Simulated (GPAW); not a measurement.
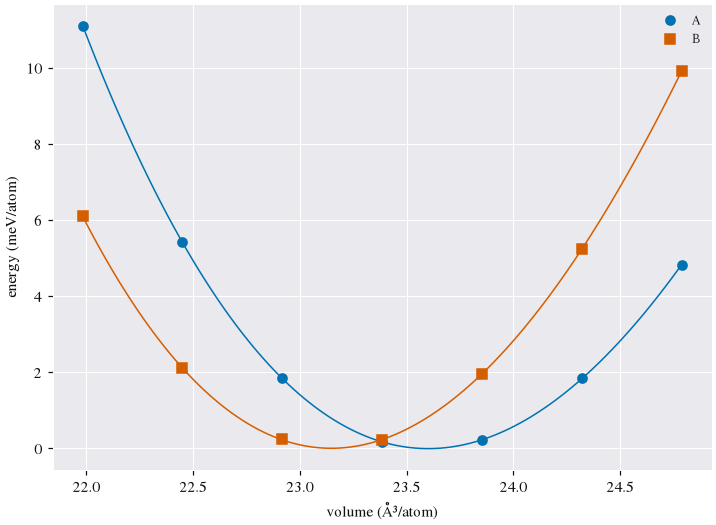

The figure compares two calculations of the energy against volume, each curve from its own zero. The first is for Na₂S, space group Fm-3m (No. 225).

The cell holds 3 atoms.

Method: PAW DFT in plane waves, on a grid or in atomic orbitals, no spin polarisation; energies at scaled volumes of the given cell, shape and fractions fixed, counted from the fit's minimum, third-order Birch-Murnaghan fit (GPAW 26.7.0). Level: PBE.

k mesh 7×7×7; occupations Fermi–Dirac; smearing width 0.05 eV; potentials GPAW PAW data sets (gpaw data 1.2.1); wave cutoff 800 eV; program settings basis pw.

In the second, the level changes from PBE to r2SCAN.

Q: Which of A and B is the second calculation, and what did the change do?

A: B. The equilibrium volume falls from 23.60 to 23.15 Å³/atom (−1.9 %) and the bulk modulus rises from 28.3 to 30.6 GPa (+8.1 %).

V0 and the bulk modulus come from third-order Birch–Murnaghan fits.
